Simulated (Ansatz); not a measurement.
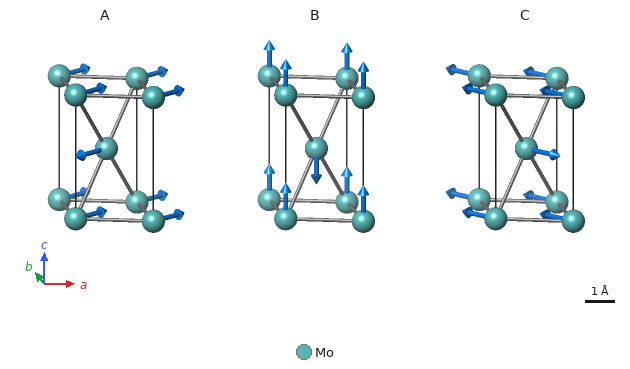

Three modes of a crystal of Mo at the zone centre of a doubled cell, in no order. The blue arrows are the displacements of the atoms (eigenvector over the root of the mass), of arbitrary overall length and sign. A ball-and-stick model of the cell of the calculation, seen slightly off an axis.

Computed with DFT PBE, scalar-relativistic, plane waves, PAW (Ansatz 0.2.0). (plane-wave cutoff 420 eV; k-point mesh 24 × 24 × 14; occupations gaussian; smearing width 0.15 eV; no spin polarisation)

Rank the modes by frequency, softest first.

A (133 cm⁻¹), C (192 cm⁻¹), B (260 cm⁻¹). A, non-degenerate: All motion is along [1 1 0] of the drawn cell; atoms of one kind move against one another, with no net shift of their sublattice. C, non-degenerate: All motion is along [1 −1 0] of the drawn cell; atoms of one kind move against one another, with no net shift of their sublattice. B, non-degenerate: All motion is along c of the drawn cell; atoms of one kind move against one another, with no net shift of their sublattice. The crystal is metallic in this run.
